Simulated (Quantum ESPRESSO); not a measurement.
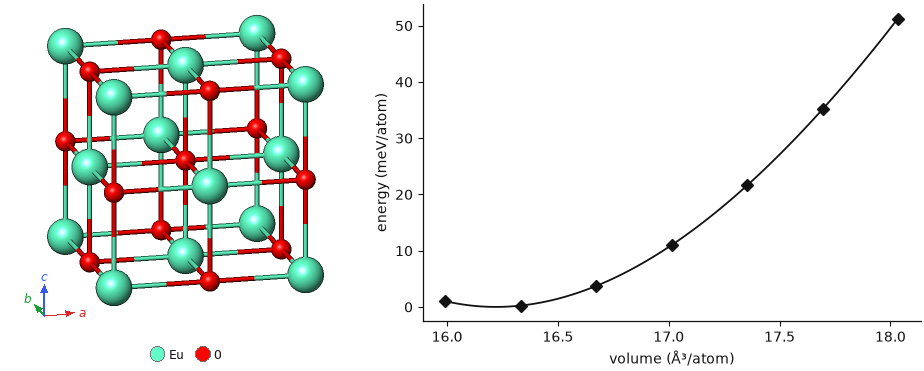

The picture above shows the energy against volume for EuO, space group Fm-3m (No. 225). The conventional cell is drawn beside the plot.

Structure:
```
Eu O
1.0
     0.00000    2.57195    2.57195
     2.57195    0.00000    2.57195
     2.57195    2.57195    0.00000
Eu O
1 1
Cartesian
  0.0000 0.0000 0.0000
  2.5720 2.5720 2.5720
```

Calculation (Quantum ESPRESSO 7.5): plane-wave DFT, collinear spins; energies at scaled volumes of the given cell, shape and fractions fixed, counted from the fit's minimum, third-order Birch-Murnaghan fit. Level: PBE, collinear spin.

- k mesh: 9×9×9
- occupations: Fermi–Dirac
- smearing width: 0.05 eV
- potentials: SSSP 1.3 efficiency PBE
- wave cutoff: 748.3 eV
- density cutoff: 5987 eV

From this curve and the settings, what does the calculation give for the pressure and cell moment at the same points?

The pressure falls from 1.25 GPa at volume 15.99 Å³/atom to −8.24 GPa at 18.03 Å³/atom, and changes sign near 16.20 Å³/atom. The cell moment rises from 6.92 μB at volume 15.99 Å³/atom to 6.98 μB at 18.03 Å³/atom.

```csv
volume (Å³/atom),pressure (GPa),cell moment (μB)
15.99,1.25,6.92
16.33,-0.81,6.94
16.67,-2.66,6.95
17.01,-4.35,6.96
17.35,-5.83,6.97
17.69,-7.15,6.98
18.03,-8.24,6.98
```
